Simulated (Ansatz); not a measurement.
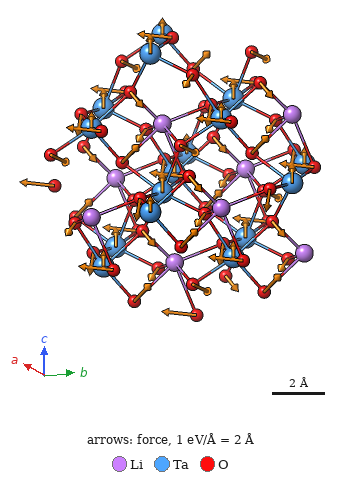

Starting geometry of a crystal of LiTa2O6 (set up in R3) with the computed forces as orange arrows. The picture is a ball-and-stick view of the atoms within 5.8 Å of the atom that moves most (axes of the conventional cell (3 times the calculation's cell)), seen from a free direction. Lengths and directions refer to the drawn axes.

Case: 1 of 2 Li taken out, relaxed.

All numbers below come from Ansatz 0.2.0, DFT r2SCAN, scalar-relativistic, plane waves, PAW. Settings: plane-wave cutoff 500 eV; k-point mesh 6 × 6 × 6; occupations gaussian; smearing width 0.1 eV; no spin polarisation; cell and atoms relaxed; force threshold 0.025 eV/Å; at most 70 steps.

Q: Is this structure relaxed? If not, where do the atoms go?

A: It isn't relaxed: the largest force vector, on O atoms, is 0.71 eV/Å. The atoms end up moving mostly along the starting forces (cosine between the two patterns 0.88). Over 7 accepted moves (10 points after the start) the energy falls by 34.7 meV per atom. Largest force component: 0.69 eV/Å at the start, 0.0052 eV/Å at the end. Pressure: −1.75 GPa at the start and 0.00 GPa at the end. The line search rejected the trial steps at points 3, 6 of the run. At 1 point the geometry stayed and the basis and grid were re-selected for the new cell (energy shift of 0.2 meV per atom at most each time). The largest moves relative to the cell, 0.28 Å, are those of O atoms. Largest moves by element: O 0.28 Å, Ta 0.14 Å, Li 0.01 Å. The drawn cell changes as follows: a = b 5.137 → 5.223 Å (+1.7 %), c 13.799 → 13.881 Å (+0.6 %); the volume changes by +4.0 %. Some distances before and after: O–Ta 2.071 → 2.007 Å, O–Ta 1.912 → 1.940 Å, Li–O 2.036 → 2.056 Å, Li–O 2.277 → 2.262 Å. Among the angles between lasting bonds that change: Ta–O–Ta 140.8° → 157.6°, O–Ta–O 89.0° → 96.8°, O–Ta–O 82.3° → 89.7°. The space group stays R3 (No. 146). Cost: 4.4 min on 2 threads of Arm Neoverse V1 (shared host), peak memory 0.81 GiB.

Limits of the set-up: an odd number of electrons was run without spin polarisation, which fails if the electron would localise.
